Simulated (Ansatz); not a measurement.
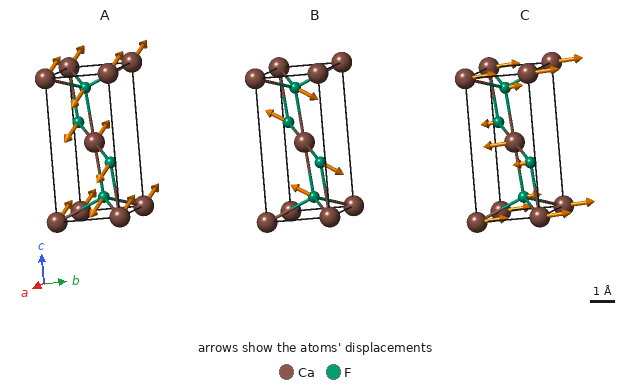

Three modes of solid CaF₂ at the zone centre of a doubled cell, in no order (one member of each degenerate set). The orange arrows give the relative displacements of the atoms. The picture is a ball-and-stick view of the cell of the calculation, seen slightly off an axis.

Computed with DFT r2SCAN, scalar-relativistic, plane waves, PAW (Ansatz 0.2.0). (plane-wave cutoff 500 eV; k-point mesh 6 × 6 × 8; occupations gaussian; smearing width 0.05 eV; no spin polarisation)

Frequencies are those without the non-analytic (LO–TO) term.

### Order them from the lowest to the highest frequency (imaginary ones first).

C (145 cm⁻¹), A (262 cm⁻¹), B (328 cm⁻¹). C, doubly degenerate: All motion is along [1 −2 0] of the drawn cell; atoms of one kind move against one another, with no net shift of any sublattice; it mainly bends the Ca–F bonds; the kinetic energy is shared as Ca 76 %, F 24 %. A, triply degenerate: The F sublattice moves against the Ca sublattice, along [3 −1 −1] of the drawn cell; the kinetic energy is shared as F 51 %, Ca 49 %. B, triply degenerate: The Ca atoms stay at rest; all motion is along [1 −3 1] of the drawn cell; atoms of one kind move against one another, with no net shift of their sublattice.
